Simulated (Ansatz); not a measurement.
**A series of single points on HCl**

System: HCl (2 atoms in the cell).
Method: DFT r2SCAN, scalar-relativistic, plane waves, PAW, no spin polarisation (Ansatz 0.2.0).

The 5 runs differ only in the geometry, by a strain of the cell at fixed fractional positions. Against run 3, the strain is εxx = η and εyy = η. The structure derives from an entry of the Crystallography Open Database.

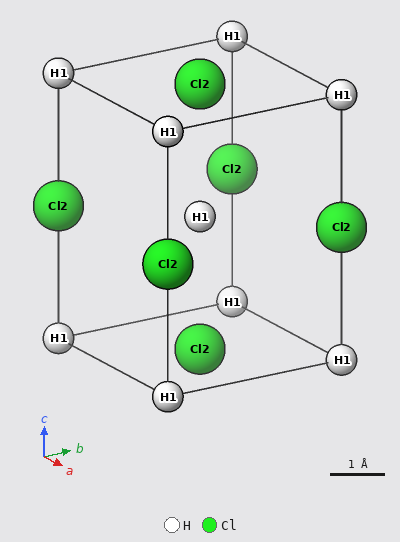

Figure 1. The structure of run 3 (ball-and-stick view of the cell 2 times as large as that of the calculation, set on its symmetry axes, seen at an oblique angle; atoms are numbered from 1 in the order of the input). An atom can appear more than once, as a periodic image.

### Input of run 3
```yaml
crystal:
  lattice:
    - [0.0, 2.7375, 2.655375]
    - [2.7375, 0.0, 2.655375]
    - [2.7375, 2.7375, 0.0]
  atoms:
    - { symbol: H, position: [0.0, 0.0, 0.0] }
    - { symbol: Cl, position: [0.5, 0.5, 0.5] }
basis:
  ecutwfc: 500
kpoints:
  mp_grid: { grid: [16, 16, 16] }
hamiltonian:
  xc: r2scan
scf:
  occupations: { method: gaussian, width: 0.15 }
output:
  forces: true
  stress: true
  eigenvalues: true
```

Command:
```bash
ansatz run input.yaml --threads 1 --pin off --max-ram 2560MiB --backend cpu --events-out ev --progress --plain --runs-dir out
```

Run 4 differs from it as follows:
```diff
-    - [0.0, 2.7375, 2.655375]
-    - [2.7375, 0.0, 2.655375]
-    - [2.7375, 2.7375, 0.0]
+    - [0.0, 2.7785625, 2.655375]
+    - [2.7785625, 0.0, 2.655375]
+    - [2.7785625, 2.7785625, 0.0]
```

### Results, with one run withheld

| run | strain parameter η (%) | free energy per atom, from the lowest run given (meV) | pressure (GPa) |
| --- | --- | --- | --- |
| 1 | −3.0000 | 0.00 | −10.42 |
| 2 | −1.5000 | 36.93 | −10.34 |
| 3 | 0.0000 | 72.32 | −10.21 |
| 4 | 1.5000 | ? | ? |
| 5 | 3.0000 | 138.23 | −9.89 |

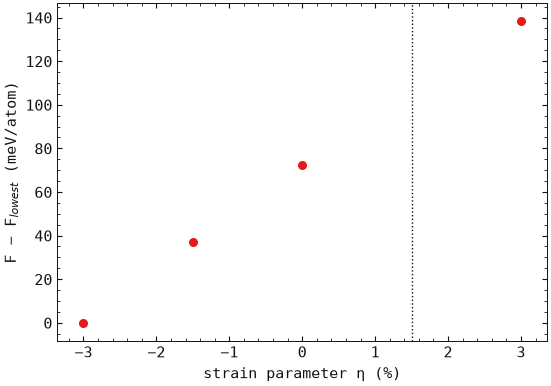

Figure 2. Free energy per atom of the runs given; the dotted line marks run 4.

Estimate the energy of run 4 from the others.

A quadratic polynomial in the coordinate, fitted to the 4 runs given, misses them by at most 0.02 meV per atom. With x = η + 0.3750, it reads F = 63.617 + 23.306 x − 0.35485 x² (meV per atom). At run 4 it gives 106.07 meV per atom, and the run itself gives 106.09. The fit has no minimum inside this range.

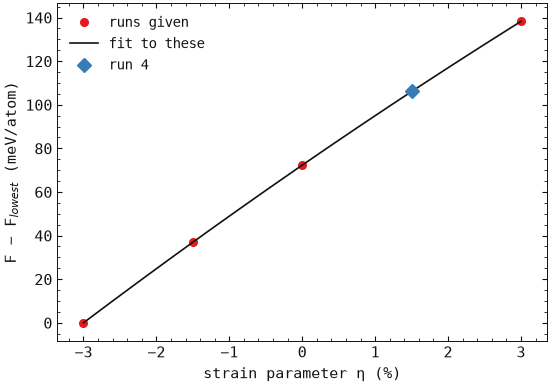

Figure 3. The fit and the withheld run.

### Output, shortened to warnings, some set-up lines, iterations and results (run 4)
```
Basis set: ecut = 500 eV, 1017 PW (Γ), exchange–correlation on 120×120×120 points (64 copies of the dense FFT grid, shifted against one another)
Symmetry: 16 space group operations
k-points: 349 of 4096
Initial density: superposition of atomic densities (neutral atoms: chi_scale 0, normalization atom), corrected by the library's trained network
[...]
SCF iter   1: F=—  HF=-1097.050422 eV  |F-HF|=—  |Δ(HF+E_count)|=         —  Δρ=1.34e-2  dr2=1.12e-1  dr2_τ=4.21e-3  ethr=1.77e-3  ⟨swp⟩=6.5  Hψ=21880  notcnv=0
SCF iter   2: F=—  HF=-1097.085620 eV  |F-HF|=—  |Δ(HF+E_count)|=   3.52e-2  Δρ=1.18e-2  dr2=9.85e-2  dr2_τ=6.47e-3  ethr=1.40e-3  ⟨swp⟩=2.0  Hψ=6971  notcnv=0
SCF iter   3: F=—  HF=-1097.068178 eV  |F-HF|=—  |Δ(HF+E_count)|=   1.74e-2  Δρ=2.21e-3  dr2=1.55e-3  dr2_τ=4.09e-5  ethr=1.23e-3  ⟨swp⟩=1.0  Hψ=2792  notcnv=0
SCF iter   4: F=—  HF=-1097.069802 eV  |F-HF|=—  |Δ(HF+E_count)|=   1.62e-3  Δρ=1.12e-3  dr2=8.83e-4  dr2_τ=3.64e-5  ethr=1.94e-5  ⟨swp⟩=2.1  Hψ=4179  notcnv=0
SCF iter   5: F=—  HF=-1097.069577 eV  |F-HF|=—  |Δ(HF+E_count)|=   2.25e-4  Δρ=1.95e-4  dr2=2.63e-5  dr2_τ=4.44e-7  ethr=1.10e-5  ⟨swp⟩=1.0  Hψ=2792  notcnv=0
SCF iter   6: F=—  HF=-1097.069562 eV  |F-HF|=—  |Δ(HF+E_count)|=   1.53e-5  Δρ=2.25e-5  dr2=2.75e-7  dr2_τ=2.93e-9  ethr=3.29e-7  ⟨swp⟩=1.0  Hψ=2819  notcnv=0
SCF iter   7: F=—  HF=-1097.069562 eV  |F-HF|=—  |Δ(HF+E_count)|=   2.81e-8  Δρ=1.60e-5  dr2=1.97e-7  dr2_τ=5.84e-9  ethr=1.25e-9  ⟨swp⟩=5.2  Hψ=14584  notcnv=0
SCF iter   8: F=-1097.069562 eV  HF=-1097.069562 eV  |F-HF|=1.29e-8  |Δ(HF+E_count)|=   2.82e-8  Δρ=5.05e-6  dr2=2.06e-8  dr2_τ=4.89e-10  ethr=1.25e-9  ⟨swp⟩=3.0  Hψ=9416  …
SCF 1 converged in 8 iterations: F = -1097.069562 eV  dr2 = 2.06e-8
SCF converged after 8 iterations
Free energy (F): -1097.069562 eV
Harris-Foulkes:  -1097.069562 eV  (|F-HF|=1.29e-8)
Internal energy: -1097.067702 eV  (E = F + TS)
E sigma→0 (E₀):  -1097.068632 eV
Entropy (-TS):   -0.001860 eV (-0.930 meV/atom)
Fermi energy:    -1.648212 eV
--- Per-component energies (eV) ---
  E_band       = -47.596188
  E_kinetic    = 164.134261
  E_local      = -275.748115  (includes V_loc(G=0)·N_el)
  E_nonlocal   = 29.041531
  E_hartree    = 81.448880
  E_xc         = -107.988622
  E_vxc        = -140.558340  (∫ρ·V_xc dr)
  E_paw        = -666.298143  (= ΣΔE_a)
  E_vpaw       = 4.894199  (= ΣTr[D̂ρ^β])
  E_aug_tail   = -0.000145  (compensation charges beyond the density's cutoff)
  E_vtau       = 7.740840  (kinetic-family band-sum trace: ∫τ·v_τ [+ j·A + Jᵃ·Aᵃ] dr)
  E_ewald      = -321.520942
  E_core_change = -0.136407  (= ΣΔE_core)
  E_smearing   = -0.001860  (= −TS)
  E_closure    = -0.000000  (closes the sum)
  Σ components = -1097.069562   (vs F -1097.069562, Δ=0.00e0)
--- Forces (eV/Å), atoms counted from 1 ---
  atom   1  H     -0.00000000     0.00000000    -0.00000000
  atom   2  Cl     0.00000000    -0.00000000     0.00000000
  max |Σ_I F_I| component: 2.76e-30 eV/Å
--- Stress (GPa, compression-positive) ---
       -8.715063       0.000000       0.000000
        0.000000      -8.715063       0.000000
        0.000000       0.000000     -12.759923
  P = ⅓ Tr σ = -10.0633 GPa (-100.633 kbar)
```
